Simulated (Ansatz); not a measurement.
Structure of Ni:

```cif
data_structure
_symmetry_space_group_name_H-M 'Pm-3m'
_symmetry_Int_Tables_number 221
_cell_length_a 2.2921
_cell_length_b 2.2921
_cell_length_c 2.2921
_cell_angle_alpha 90.000
_cell_angle_beta 90.000
_cell_angle_gamma 90.000
_cell_volume 12.04
loop_
_atom_site_label
_atom_site_type_symbol
_atom_site_symmetry_multiplicity
_atom_site_Wyckoff_symbol
_atom_site_fract_x
_atom_site_fract_y
_atom_site_fract_z
_atom_site_occupancy
Ni1 Ni 1 a 0.00000 0.00000 0.00000 1
```

Structure used: the input geometry of an electronic-structure calculation (not necessarily at equilibrium); the starting structure was generated, so it need not be a known form of this composition.

Question: Where will the first 2 clear peaks of its neutron PDF lie (peak width σ = 0.10 Å), and from which pairs do they come?

Answer: 1. 2.29 Å: Ni–Ni at 2.29 Å
2. 3.24 Å: Ni–Ni at 3.24 Å

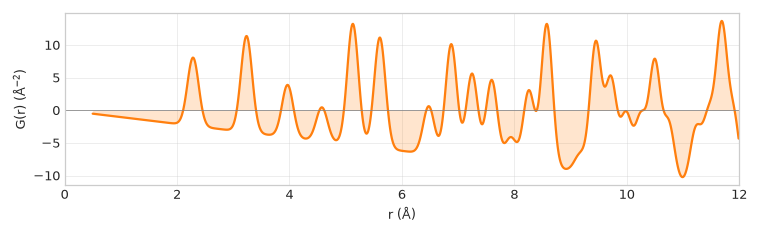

The curve is a calculated neutron PDF: distances of the static structure, each pair weighted by the product of the tabulated coherent neutron scattering lengths (natural isotope mix where the element has one), broadened by Gaussians with σ = 0.10 Å, damped by exp(−(Q_damp r)²/2) with Q_damp = 0.020 Å⁻¹. There is no Q-range truncation.
